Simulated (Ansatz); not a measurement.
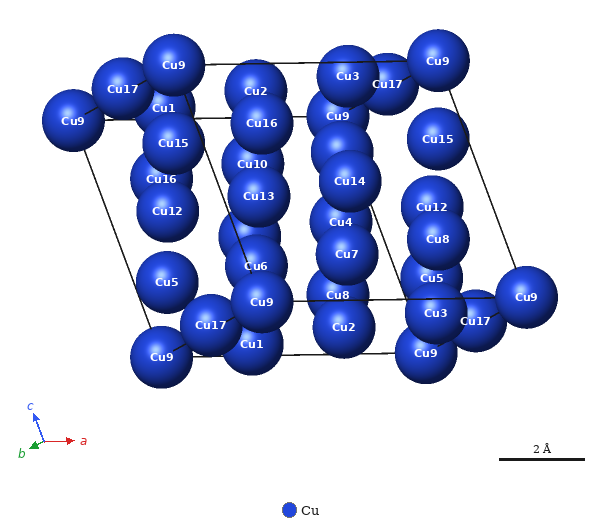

Fig. 1: The starting structure (spheres-only view of the cell of the calculation, seen at an oblique angle; atoms are numbered from 1 in the order of the input).

## Run report: Cu, geometry relaxation (part 1 of 3)

System: Cu (defect cell, 17 atoms in the cell).
Method: DFT PBE, scalar-relativistic, plane waves, PAW, no spin polarisation (Ansatz 0.2.0).

The structure derives from a Materials Project entry. It belongs to a series of runs on one base structure; here: Cu interstitial, charge +0, atoms relaxed at the host's cell. Figures and captions count atoms from 1; the log counts them from 0 in places.

Input
```yaml
crystal:
  lattice:
    - [3.6298028171, 3.6298028171, -3.6298028171]
    - [-3.6298028171, -3.6298028171, -3.6298028171]
    - [-3.6298028171, 3.6298028171, 3.6298028171]
  atoms:
    - { symbol: Cu, position: [0.2423643342, 0.7440870728, -0.0095411109] }
    - { symbol: Cu, position: [0.5, 0.5, 0.0] }
    - { symbol: Cu, position: [0.7556759629, 0.2566272592, -0.0010360459] }
    - { symbol: Cu, position: [0.75, 0.75, 0.5] }
    - { symbol: Cu, position: [0.0159213989, 0.7585626051, 0.2593779083] }
    - { symbol: Cu, position: [0.2689089955, 0.5267407664, 0.270281089] }
    - { symbol: Cu, position: [0.5, 0.25, 0.25] }
    - { symbol: Cu, position: [0.75, 0.0, 0.25] }
    - { symbol: Cu, position: [0.0, 0.0, 0.0] }
    - { symbol: Cu, position: [0.5, 0.75, 0.75] }
    - { symbol: Cu, position: [0.7288622801, 0.4798475624, 0.7308987565] }
    - { symbol: Cu, position: [0.0, 0.5, 0.5] }
    - { symbol: Cu, position: [0.25, 0.25, 0.5] }
    - { symbol: Cu, position: [0.5, 0.0, 0.5] }
    - { symbol: Cu, position: [-0.008845769, 0.2223598507, 0.7213237124] }
    - { symbol: Cu, position: [0.25, 0.0, 0.75] }
    - { symbol: Cu, position: [0.0058509306, 0.504361046, 0.0185078372] }
basis:
  ecutwfc: 420
  xc_grid: 2
kpoints:
  mp_grid: { grid: [5, 5, 5], shift: [0.0, 0.0, 0.0] }
hamiltonian:
  xc: pbe
scf:
  occupations: { method: gaussian, width: 0.1 }
output:
  forces: true
  stress: false
  eigenvalues: true
  write_density: true
  write_potential: true
  elf: true
  volumetric_format: npy
relax:
  adjacent_minimum: "off"
  f_tol: 0.025
  max_steps: 45
```

Run as:
```bash
ansatz run input.yaml --threads 4 --pin off --max-ram 8192MiB --backend cpu --events-out ev --progress --plain --runs-dir out
```

Log
```
Engine: ansatz 0.2.0, x86_64-unknown-linux-gnu
Pseudopotentials: kind: paw
Pseudopotential: Cu, paw, valence charge 19, recommended cutoff 420 eV (normal), Cu.paw.azcp
Functional definition: PBE
  parameter kappa = 0.804
  parameter beta = 0.06672455060314922
  exchange = pbe_x(kappa = kappa, mu = beta*pi^2/3)
  correlation = pbe_c(beta = beta)
Crystal: 17 atoms, lattice volume = 191.297 Å³
Basis set: ecut = 420 eV, 3781 PW (Γ), exchange–correlation on 90×90×90 points (8 copies of the dense FFT grid, shifted against one another)
Bands: 194, of which v1, the nominal top of the filled ones, is band 162 counted from 1 (161 counted from 0)
Symmetry: 1 space group operations
Space group: P1 (ITA 1), of the structure as read, at distance tolerance 5.8e-5 Å
k-points: 63 of 125 (time reversal used)
Non-local potential: Cu, projectors of the file, l = 0: 3, l = 1: 2, l = 2: 3, l = 3: 1
PAW form: soft (Blöchl's): semilocal exchange-correlation on the pseudo side does not see the compensation charge
PAW one-centre angular grid: Cu, 590 points (default); XC on 64 Gauss nodes
Initial density: superposition of atomic densities (neutral atoms: chi_scale 0, normalization atom), corrected by the library's trained network
Initial wavefunctions: pseudopotential atomic-orbital guess
Functional: x = pbe(κ = 0.804, μ = 0.2195149727645171), c = pbe(β = 0.06672455060314922)
SCF iter   1: F=—  HF=-112614.766832 eV  |F-HF|=—  |Δ(HF+E_count)|=         —  Δρ=1.19e-2  dr2=1.70e-1  ethr=1.77e-3  ⟨swp⟩=5.0  Hψ=40397  notcnv=0  defer=544
preconditioner: auto → Kerker (q_TF=auto, 2.977 Å⁻¹)  [metal: Δε(μ)=0.039 eV  Ē_g=10.638 eV  σ=0.100 eV  W_gap=0.22  n_scr=78 (ndim 8)  ℏωp=36.7 eV  f_vac=0.000  D(μ)=3.18/eV (n_scr^D=18)]
SCF iter   2: F=—  HF=-112614.750829 eV  |F-HF|=—  |Δ(HF+E_count)|=   1.60e-2  Δρ=2.08e-3  dr2=7.73e-3  ethr=5.25e-5  ⟨swp⟩=2.0  Hψ=24686  notcnv=0  defer=1194
SCF iter   3: F=—  HF=-112614.748321 eV  |F-HF|=—  |Δ(HF+E_count)|=   2.51e-3  Δρ=2.20e-3  dr2=8.98e-3  ethr=2.39e-6  ⟨swp⟩=2.0  Hψ=20796  notcnv=0  defer=1194
SCF iter   4: F=—  HF=-112614.746401 eV  |F-HF|=—  |Δ(HF+E_count)|=   1.92e-3  Δρ=4.33e-4  dr2=4.25e-4  ethr=2.39e-6  ⟨swp⟩=2.1  Hψ=16477  notcnv=0  defer=1194
SCF iter   5: F=—  HF=-112614.746642 eV  |F-HF|=—  |Δ(HF+E_count)|=   2.42e-4  Δρ=3.40e-4  dr2=1.31e-4  ethr=1.32e-7  ⟨swp⟩=2.7  Hψ=20954  notcnv=0  defer=1194
SCF iter   6: F=—  HF=-112614.746634 eV  |F-HF|=—  |Δ(HF+E_count)|=   8.04e-6  Δρ=1.61e-4  dr2=5.52e-5  ethr=4.04e-8  ⟨swp⟩=2.0  Hψ=20799  notcnv=0  defer=1194
SCF iter   7: F=-112614.746621 eV  HF=-112614.746629 eV  |F-HF|=8.00e-6  |Δ(HF+E_count)|=   5.52e-6  Δρ=4.69e-5  dr2=7.34e-6  ethr=4.84e-9  ⟨swp⟩=15.5  Hψ=119212  notcnv=0
SCF 1 converged in 7 iterations: F = -112614.746621 eV  dr2 = 7.34e-6
  Residual-converged pass: ⟨swp⟩=1.0  Hψ=12475  notcnv=0  max |occ|·‖R‖ = 7.1e-9 eV (tolerance 1.0e-8 eV)  dr2=7.34e-6  dr2_onsite=4.04e-6  max |Δocc| = 5.9e-13
  greatest PAW one-centre occupation: 1.000 electrons in one spin orbital (limit 2), on the Cu atom at site 16 (counted from 0), in its partial waves of l = 0
relax step   1: F+E_penalty+E_count = -112614.74662092 eV  Δ(F+E_penalty+E_count) = +0.000e0 eV  max|allowed force component| = 1.592e1 eV/Å  Δτ_max = 0.0000 Å  (7 SCF iters, dr2 threshold 1.56e-5 eV, accepted)
Initial density: handed on by an earlier stage of this run
Initial wavefunctions: those handed on with the density
iter 1 solved again at ethr=3.68e-4 eV; its pass at ethr=3.10e-3 eV (dr2=1.19e0 eV) is discarded
SCF iter   1: F=—  HF=-112621.696485 eV  |F-HF|=—  |Δ(HF+E_count)|=         —  Δρ=3.21e-2  dr2=1.20e0  ethr=3.68e-4  ⟨swp⟩=1.0  Hψ=47257  notcnv=0  defer=1095
preconditioner: auto → Kerker (q_TF=auto, 2.977 Å⁻¹)  [metal: Δε(μ)=0.011 eV  Ē_g=10.502 eV  σ=0.100 eV  W_gap=0.06  n_scr=78 (ndim 8)  ℏωp=36.7 eV  f_vac=0.000  D(μ)=4.59/eV (n_scr^D=18)]
SCF iter   2: F=—  HF=-112621.512304 eV  |F-HF|=—  |Δ(HF+E_count)|=   1.84e-1  Δρ=1.09e-2  dr2=1.53e-1  ethr=3.68e-4  ⟨swp⟩=2.0  Hψ=21256  notcnv=0  defer=1095
SCF iter   3: F=—  HF=-112621.479952 eV  |F-HF|=—  |Δ(HF+E_count)|=   3.24e-2  Δρ=6.84e-3  dr2=9.57e-2  ethr=4.73e-5  ⟨swp⟩=2.0  Hψ=23318  notcnv=0  defer=1544
SCF iter   4: F=—  HF=-112621.463082 eV  |F-HF|=—  |Δ(HF+E_count)|=   1.69e-2  Δρ=1.41e-3  dr2=1.31e-2  ethr=2.96e-5  ⟨swp⟩=2.0  Hψ=19493  notcnv=0  defer=1544
SCF iter   5: F=—  HF=-112621.462461 eV  |F-HF|=—  |Δ(HF+E_count)|=   6.21e-4  Δρ=6.91e-4  dr2=1.20e-3  ethr=4.06e-6  ⟨swp⟩=2.0  Hψ=20772  notcnv=0  defer=1594
SCF iter   6: F=—  HF=-112621.462241 eV  |F-HF|=—  |Δ(HF+E_count)|=   2.19e-4  Δρ=6.51e-4  dr2=5.64e-4  ethr=3.72e-7  ⟨swp⟩=2.0  Hψ=20820  notcnv=0  defer=1594
SCF iter   7: F=—  HF=-112621.462144 eV  |F-HF|=—  |Δ(HF+E_count)|=   9.77e-5  Δρ=1.06e-4  dr2=4.51e-5  ethr=3.10e-8  ⟨swp⟩=12.4  Hψ=111446  notcnv=0
SCF iter   8: F=-112621.462136 eV  HF=-112621.462140 eV  |F-HF|=3.89e-6  |Δ(HF+E_count)|=   3.86e-6  Δρ=4.02e-5  dr2=3.16e-6  ethr=1.40e-8  ⟨swp⟩=10.9  Hψ=113230  notcnv=0
SCF 2 converged in 8 iterations: F = -112621.462136 eV  dr2 = 3.16e-6
relax step   2: F+E_penalty+E_count = -112621.46213584 eV  Δ(F+E_penalty+E_count) = -6.716e0 eV  max|allowed force component| = 5.831e0 eV/Å  Δτ_max = 0.1946 Å  (8 SCF iters, dr2 threshold 1.00e-4 eV, accepted)
iter 1 solved again at ethr=2.93e-4 eV; its pass at ethr=3.10e-3 eV (dr2=9.45e-1 eV) is discarded
SCF iter   1: F=—  HF=-112623.837582 eV  |F-HF|=—  |Δ(HF+E_count)|=         —  Δρ=2.93e-2  dr2=9.50e-1  ethr=2.93e-4  ⟨swp⟩=1.1  Hψ=43410  notcnv=0  defer=1308
preconditioner: auto → Kerker (q_TF=auto, 2.977 Å⁻¹)  [metal: Δε(μ)=0.055 eV  Ē_g=10.497 eV  σ=0.100 eV  W_gap=0.31  n_scr=78 (ndim 8)  ℏωp=36.7 eV  f_vac=0.000  D(μ)=5.29/eV (n_scr^D=42)]
SCF iter   2: F=—  HF=-112623.638076 eV  |F-HF|=—  |Δ(HF+E_count)|=   2.00e-1  Δρ=1.28e-2  dr2=1.97e-1  ethr=2.93e-4  ⟨swp⟩=2.0  Hψ=16391  notcnv=0  defer=1308
SCF iter   3: F=—  HF=-112623.570969 eV  |F-HF|=—  |Δ(HF+E_count)|=   6.71e-2  Δρ=6.68e-3  dr2=8.70e-2  ethr=6.11e-5  ⟨swp⟩=2.0  Hψ=20169  notcnv=0  defer=1308
SCF iter   4: F=—  HF=-112623.556693 eV  |F-HF|=—  |Δ(HF+E_count)|=   1.43e-2  Δρ=1.31e-3  dr2=9.74e-3  ethr=2.69e-5  ⟨swp⟩=2.0  Hψ=15934  notcnv=0  defer=1308
SCF iter   5: F=—  HF=-112623.555412 eV  |F-HF|=—  |Δ(HF+E_count)|=   1.28e-3  Δρ=4.48e-4  dr2=6.17e-4  ethr=3.02e-6  ⟨swp⟩=2.0  Hψ=16719  notcnv=0  defer=1308
SCF iter   6: F=—  HF=-112623.555402 eV  |F-HF|=—  |Δ(HF+E_count)|=   1.02e-5  Δρ=4.94e-4  dr2=3.05e-4  ethr=1.91e-7  ⟨swp⟩=2.0  Hψ=20273  notcnv=0  defer=1361
SCF iter   7: F=—  HF=-112623.555334 eV  |F-HF|=—  |Δ(HF+E_count)|=   6.74e-5  Δρ=1.80e-4  dr2=8.70e-5  ethr=3.10e-8  ⟨swp⟩=14.2  Hψ=113384  notcnv=0
SCF iter   8: F=-112623.555316 eV  HF=-112623.555322 eV  |F-HF|=6.56e-6  |Δ(HF+E_count)|=   1.19e-5  Δρ=4.57e-5  dr2=5.67e-6  ethr=2.69e-8  ⟨swp⟩=11.5  Hψ=115983  notcnv=0
SCF 3 converged in 8 iterations: F = -112623.555316 eV  dr2 = 5.67e-6
  greatest PAW one-centre occupation: 1.000 electrons in one spin orbital (limit 2), on the Cu atom at site 8 (counted from 0), in its partial waves of l = 0
relax step   3: F+E_penalty+E_count = -112623.55531584 eV  Δ(F+E_penalty+E_count) = -2.093e0 eV  max|allowed force component| = 8.368e-1 eV/Å  Δτ_max = 0.2000 Å  (8 SCF iters, dr2 threshold 1.00e-4 eV, accepted)
iter 1 solved again at ethr=3.91e-4 eV; its pass at ethr=3.10e-3 eV (dr2=1.26e0 eV) is discarded
SCF iter   1: F=—  HF=-112624.339515 eV  |F-HF|=—  |Δ(HF+E_count)|=         —  Δρ=3.48e-2  dr2=1.27e0  ethr=3.91e-4  ⟨swp⟩=1.0  Hψ=43347  notcnv=0  defer=1357
preconditioner: auto → Kerker (q_TF=auto, 2.977 Å⁻¹)  [metal: Δε(μ)=0.004 eV  Ē_g=10.490 eV  σ=0.100 eV  W_gap=0.02  n_scr=78 (ndim 8)  ℏωp=36.7 eV  f_vac=0.000  D(μ)=5.92/eV (n_scr^D=42)]
SCF iter   2: F=—  HF=-112623.983865 eV  |F-HF|=—  |Δ(HF+E_count)|=   3.56e-1  Δρ=1.72e-2  dr2=3.42e-1  ethr=3.91e-4  ⟨swp⟩=2.0  Hψ=16251  notcnv=0  defer=1357
SCF iter   3: F=—  HF=-112623.838139 eV  |F-HF|=—  |Δ(HF+E_count)|=   1.46e-1  Δρ=7.90e-3  dr2=8.28e-2  ethr=1.06e-4  ⟨swp⟩=2.0  Hψ=20217  notcnv=0  defer=1357
SCF iter   4: F=—  HF=-112623.816606 eV  |F-HF|=—  |Δ(HF+E_count)|=   2.15e-2  Δρ=1.48e-3  dr2=2.57e-3  ethr=2.56e-5  ⟨swp⟩=2.0  Hψ=21206  notcnv=0  defer=1361
SCF iter   5: F=—  HF=-112623.816906 eV  |F-HF|=—  |Δ(HF+E_count)|=   3.00e-4  Δρ=3.26e-4  dr2=2.13e-4  ethr=7.96e-7  ⟨swp⟩=2.2  Hψ=18266  notcnv=0  defer=1363
SCF iter   6: F=—  HF=-112623.816914 eV  |F-HF|=—  |Δ(HF+E_count)|=   7.43e-6  Δρ=2.27e-4  dr2=8.26e-5  ethr=6.60e-8  ⟨swp⟩=2.0  Hψ=20242  notcnv=0  defer=1387
SCF iter   7: F=—  HF=-112623.816904 eV  |F-HF|=—  |Δ(HF+E_count)|=   1.01e-5  Δρ=1.17e-4  dr2=3.48e-5  ethr=1.36e-8  ⟨swp⟩=14.8  Hψ=121853  notcnv=0
SCF iter   8: F=-112623.816890 eV  HF=-112623.816900 eV  |F-HF|=1.04e-5  |Δ(HF+E_count)|=   3.77e-6  Δρ=5.47e-5  dr2=7.44e-6  ethr=1.08e-8  ⟨swp⟩=10.1  Hψ=107077  notcnv=0
SCF 4 converged in 8 iterations: F = -112623.816890 eV  dr2 = 7.44e-6
  greatest PAW one-centre occupation: 1.000 electrons in one spin orbital (limit 2), on the Cu atom at site 13 (counted from 0), in its partial waves of l = 0
relax step   4: F+E_penalty+E_count = -112623.81688965 eV  Δ(F+E_penalty+E_count) = -2.616e-1 eV  max|allowed force component| = 4.934e-1 eV/Å  Δτ_max = 0.2000 Å  (8 SCF iters, dr2 threshold 4.38e-5 eV, accepted)
iter 1 solved again at ethr=3.00e-4 eV; its pass at ethr=3.10e-3 eV (dr2=9.69e-1 eV) is discarded
SCF iter   1: F=—  HF=-112624.422673 eV  |F-HF|=—  |Δ(HF+E_count)|=         —  Δρ=3.09e-2  dr2=9.76e-1  ethr=3.00e-4  ⟨swp⟩=1.0  Hψ=43165  notcnv=0  defer=1442
preconditioner: auto → Kerker (q_TF=auto, 2.977 Å⁻¹)  [metal: Δε(μ)=0.018 eV  Ē_g=10.504 eV  σ=0.100 eV  W_gap=0.10  n_scr=78 (ndim 8)  ℏωp=36.7 eV  f_vac=0.000  D(μ)=5.00/eV (n_scr^D=42)]
SCF iter   2: F=—  HF=-112624.137570 eV  |F-HF|=—  |Δ(HF+E_count)|=   2.85e-1  Δρ=1.55e-2  dr2=2.76e-1  ethr=3.00e-4  ⟨swp⟩=2.1  Hψ=16989  notcnv=0  defer=1442
SCF iter   3: F=—  HF=-112624.017886 eV  |F-HF|=—  |Δ(HF+E_count)|=   1.20e-1  Δρ=7.05e-3  dr2=5.79e-2  ethr=8.54e-5  ⟨swp⟩=2.0  Hψ=20217  notcnv=0  defer=1442
SCF iter   4: F=—  HF=-112624.000414 eV  |F-HF|=—  |Δ(HF+E_count)|=   1.75e-2  Δρ=1.41e-3  dr2=2.14e-3  ethr=1.79e-5  ⟨swp⟩=2.0  Hψ=21060  notcnv=0  defer=1442
SCF iter   5: F=—  HF=-112624.000720 eV  |F-HF|=—  |Δ(HF+E_count)|=   3.06e-4  Δρ=3.87e-4  dr2=2.35e-4  ethr=6.62e-7  ⟨swp⟩=2.8  Hψ=20139  notcnv=0  defer=1442
SCF iter   6: F=—  HF=-112624.000687 eV  |F-HF|=—  |Δ(HF+E_count)|=   3.28e-5  Δρ=1.72e-4  dr2=6.97e-5  ethr=7.27e-8  ⟨swp⟩=2.0  Hψ=17424  notcnv=0  defer=1442
SCF iter   7: F=-112624.000680 eV  HF=-112624.000687 eV  |F-HF|=7.08e-6  |Δ(HF+E_count)|=   6.64e-8  Δρ=7.42e-5  dr2=9.62e-6  ethr=4.71e-9  ⟨swp⟩=12.8  Hψ=101086  notcnv=0
SCF 5 converged in 7 iterations: F = -112624.000680 eV  dr2 = 9.62e-6
relax step   5: F+E_penalty+E_count = -112624.00068020 eV  Δ(F+E_penalty+E_count) = -1.838e-1 eV  max|allowed force component| = 1.827e-1 eV/Å  Δτ_max = 0.2000 Å  (7 SCF iters, dr2 threshold 1.52e-5 eV, accepted)
SCF iter   1: F=—  HF=-112624.542089 eV  |F-HF|=—  |Δ(HF+E_count)|=         —  Δρ=3.21e-2  dr2=1.05e0  ethr=3.06e-3  ⟨swp⟩=5.2  Hψ=29089  notcnv=0  defer=1440
preconditioner: auto → Kerker (q_TF=auto, 2.977 Å⁻¹)  [metal: Δε(μ)=0.045 eV  Ē_g=10.483 eV  σ=0.100 eV  W_gap=0.24  n_scr=78 (ndim 8)  ℏωp=36.7 eV  f_vac=0.000  D(μ)=4.40/eV (n_scr^D=18)]
SCF iter   2: F=—  HF=-112624.248154 eV  |F-HF|=—  |Δ(HF+E_count)|=   2.94e-1  Δρ=1.59e-2  dr2=2.83e-1  ethr=3.27e-4  ⟨swp⟩=2.0  Hψ=14528  notcnv=0  defer=1586
SCF iter   3: F=—  HF=-112624.126985 eV  |F-HF|=—  |Δ(HF+E_count)|=   1.21e-1  Δρ=7.26e-3  dr2=6.40e-2  ethr=8.77e-5  ⟨swp⟩=2.0  Hψ=20201  notcnv=0  defer=1586
SCF iter   4: F=—  HF=-112624.109669 eV  |F-HF|=—  |Δ(HF+E_count)|=   1.73e-2  Δρ=1.43e-3  dr2=1.88e-3  ethr=1.98e-5  ⟨swp⟩=2.0  Hψ=21067  notcnv=0  defer=1586
SCF iter   5: F=—  HF=-112624.110032 eV  |F-HF|=—  |Δ(HF+E_count)|=   3.63e-4  Δρ=3.99e-4  dr2=2.28e-4  ethr=5.83e-7  ⟨swp⟩=2.1  Hψ=16424  notcnv=0  defer=1586
SCF iter   6: F=—  HF=-112624.109999 eV  |F-HF|=—  |Δ(HF+E_count)|=   3.29e-5  Δρ=1.61e-4  dr2=4.72e-5  ethr=7.05e-8  ⟨swp⟩=2.0  Hψ=17010  notcnv=0  defer=1586
SCF iter   7: F=—  HF=-112624.110004 eV  |F-HF|=—  |Δ(HF+E_count)|=   5.11e-6  Δρ=6.83e-5  dr2=8.29e-6  ethr=1.46e-8  ⟨swp⟩=2.0  Hψ=20803  notcnv=0  defer=1586
SCF iter   8: F=-112624.110001 eV  HF=-112624.110002 eV  |F-HF|=1.05e-6  |Δ(HF+E_count)|=   1.67e-6  Δρ=1.63e-5  dr2=8.35e-7  ethr=1.42e-9  ⟨swp⟩=13.3  Hψ=110880  notcnv=0
SCF 6 converged in 8 iterations: F = -112624.110001 eV  dr2 = 8.35e-7
  greatest PAW one-centre occupation: 1.000 electrons in one spin orbital (limit 2), on the Cu atom at site 1 (counted from 0), in its partial waves of l = 0
relax step   6: F+E_penalty+E_count = -112624.11000111 eV  Δ(F+E_penalty+E_count) = -1.093e-1 eV  max|allowed force component| = 3.816e-2 eV/Å  Δτ_max = 0.2000 Å  (8 SCF iters, dr2 threshold 4.58e-6 eV, accepted)
SCF iter   1: F=—  HF=-112624.151119 eV  |F-HF|=—  |Δ(HF+E_count)|=         —  Δρ=8.46e-3  dr2=7.33e-2  ethr=3.04e-4  ⟨swp⟩=4.0  Hψ=25077  notcnv=0  defer=1514
preconditioner: auto → Kerker (q_TF=auto, 2.977 Å⁻¹)  [metal: Δε(μ)=0.054 eV  Ē_g=10.528 eV  σ=0.100 eV  W_gap=0.28  n_scr=78 (ndim 8)  ℏωp=36.7 eV  f_vac=0.000  D(μ)=4.49/eV (n_scr^D=18)]
SCF iter   2: F=—  HF=-112624.126419 eV  |F-HF|=—  |Δ(HF+E_count)|=   2.47e-2  Δρ=4.99e-3  dr2=2.79e-2  ethr=2.27e-5  ⟨swp⟩=1.0  Hψ=14113  notcnv=0  defer=1552
SCF iter   3: F=—  HF=-112624.112988 eV  |F-HF|=—  |Δ(HF+E_count)|=   1.34e-2  Δρ=1.23e-3  dr2=1.63e-3  ethr=8.65e-6  ⟨swp⟩=2.0  Hψ=19832  notcnv=0  defer=1552
SCF iter   4: F=—  HF=-112624.112644 eV  |F-HF|=—  |Δ(HF+E_count)|=   3.44e-4  Δρ=3.79e-4  dr2=1.16e-4  ethr=5.03e-7  ⟨swp⟩=2.0  Hψ=20064  notcnv=0  defer=1552
SCF iter   5: F=—  HF=-112624.112672 eV  |F-HF|=—  |Δ(HF+E_count)|=   2.81e-5  Δρ=8.77e-5  dr2=1.27e-5  ethr=3.58e-8  ⟨swp⟩=2.0  Hψ=19437  notcnv=0  defer=1552
SCF iter   6: F=—  HF=-112624.112857 eV  |F-HF|=—  |Δ(HF+E_count)|=   1.85e-4  Δρ=4.07e-5  dr2=3.06e-6  ethr=3.94e-9  ⟨swp⟩=2.0  Hψ=20820  notcnv=0  defer=1552
SCF iter   7: F=—  HF=-112624.112857 eV  |F-HF|=—  |Δ(HF+E_count)|=   5.85e-7  Δρ=3.34e-5  dr2=1.67e-6  ethr=9.48e-10  ⟨swp⟩=2.0  Hψ=20820  notcnv=0  defer=1552
SCF iter   8: F=—  HF=-112624.112857 eV  |F-HF|=—  |Δ(HF+E_count)|=   1.23e-7  Δρ=1.22e-5  dr2=2.97e-7  ethr=5.18e-10  ⟨swp⟩=1.4  Hψ=11359  notcnv=0  defer=1552
SCF iter   9: F=-112624.112857 eV  HF=-112624.112857 eV  |F-HF|=1.54e-8  |Δ(HF+E_count)|=   7.43e-8  Δρ=2.31e-6  dr2=1.45e-8  ethr=3.10e-11  ⟨swp⟩=12.6  Hψ=84806  notcnv=0
SCF 7 converged in 9 iterations: F = -112624.112857 eV  dr2 = 1.45e-8
relax step   7: F+E_penalty+E_count = -112624.11285651 eV  Δ(F+E_penalty+E_count) = -2.855e-3 eV  max|allowed force component| = 1.443e-2 eV/Å  Δτ_max = 0.0618 Å  (9 SCF iters, accepted)
```
